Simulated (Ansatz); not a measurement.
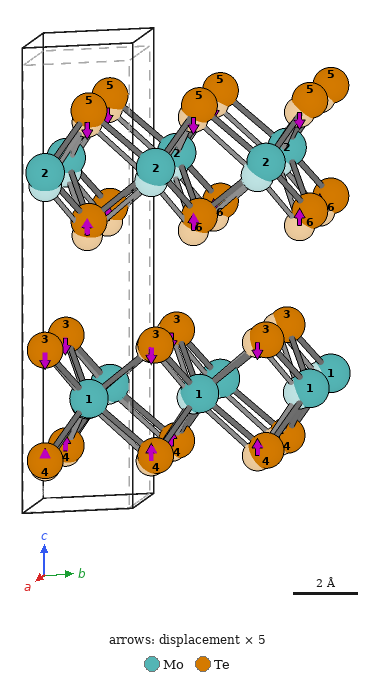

Crystalline Te2Mo (built on the 2H (MoS2) bulk type), drawn pale, and a changed version of it, drawn solid. The purple arrows show how the atoms are displaced (without the part that the change of the cell carries along), magnified 5 times. Besides, all lengths are scaled by +4.0 % (volume +12.5 %). Style: ball-and-stick. Shown: the cell of the calculation, repeated 2 × 3 × 1 with one cell outlined, slightly off an axis.

All numbers below come from DFT, PBE, plane waves, PAW in Ansatz. Settings: plane-wave cutoff 420 eV; k-point mesh 12 × 12 × 2; occupations fermi dirac; smearing width 0.02 eV; no spin polarisation.

How are the atoms displaced, and what does the calculation give?

The Te atoms are displaced by 0.11 Å relative to the cell: Te3 0.11 Å along −c. No relaxation follows. The energy rises by 20.6 meV per atom. The pressure goes from 1.9 to −2.2 GPa. The principal stresses (compression positive) are 1.1 GPa along c and −3.9 GPa across it. The largest forces, 0.15 eV/Å, act on Te3, Te4, Te5 and Te6; on Te6 it points along −c. The forces point straight back along the displacements (cosine −1.00). Near-neighbour distances before and after: Mo–Te 2.721 → 2.755 Å. The space group stays P6_3/mmc (No. 194).

Limits of the set-up: layers or molecules are held without a dispersion correction, so their spacing is unreliable.
